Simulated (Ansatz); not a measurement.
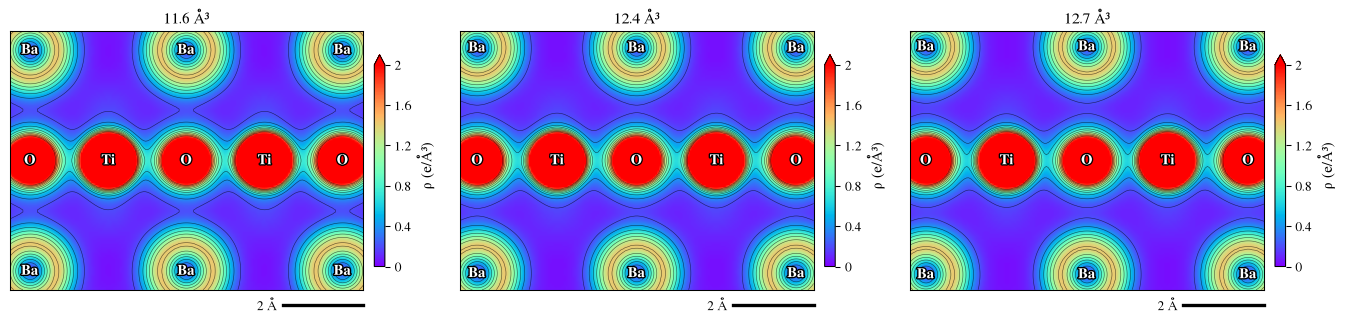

BaTiO3. The valence electron density of cells scaled evenly to different volumes (given per atom above each panel), on the (11̄0) plane of each (indices in the axes of the cell below), at one length scale and on one colour scale.

Started from the cubic perovskite prototype, which need not be the ambient phase; computed without spin polarisation.

All numbers below come from Ansatz, DFT, PBE, plane waves, PAW.

In a PAW calculation such maps are meaningful between the atoms, not at the nuclei.

The largest cell:

```cif
data_structure
_symmetry_space_group_name_H-M 'P 1'
_symmetry_Int_Tables_number 1
_cell_length_a 4.0340
_cell_length_b 4.0340
_cell_length_c 4.0340
_cell_angle_alpha 90.000
_cell_angle_beta 90.000
_cell_angle_gamma 90.000
_cell_volume 65.65
loop_
_atom_site_label
_atom_site_type_symbol
_atom_site_fract_x
_atom_site_fract_y
_atom_site_fract_z
_atom_site_occupancy
Ba1 Ba 0.00000 0.00000 0.00000 1
Ti1 Ti 0.50000 0.50000 0.50000 1
O1 O 0.50000 0.50000 0.00000 1
O2 O 0.50000 0.00000 0.50000 1
O3 O 0.00000 0.50000 0.50000 1
```

| volume (Å³/atom) | Ti–O contact in the plane (Å) | ρ at its midpoint (e/Å³) | pressure (GPa) | gap on the mesh (eV) | 
| --- | --- | --- | --- | --- |
| 11.63 | 1.937 | 0.735 | 23.0 | 2.00 | 
| 11.99 | 1.957 | ? | ? | ? | 
| 12.36 | 1.977 | 0.668 | 8.9 | 1.89 | 
| 12.74 | 1.997 | 0.638 | 3.2 | 1.82 | 
| 13.13 | 2.017 | 0.606 | −1.8 | 1.76 | 

What values belong in the row with question marks?

Over the known rows ln ρ falls by 2.40 per Å of Ti–O distance (a least-squares line), which gives 0.701 e/Å³ at 1.957 Å; the calculation gives 0.701 e/Å³. For the pressure, a straight line in volume between the neighbouring rows gives 16.0 GPa; the calculation gives 15.5, lower because pressure rises ever faster on compression. For the gap on the mesh, a straight line in volume between the neighbouring rows gives 1.95 eV; the calculation gives 1.95.
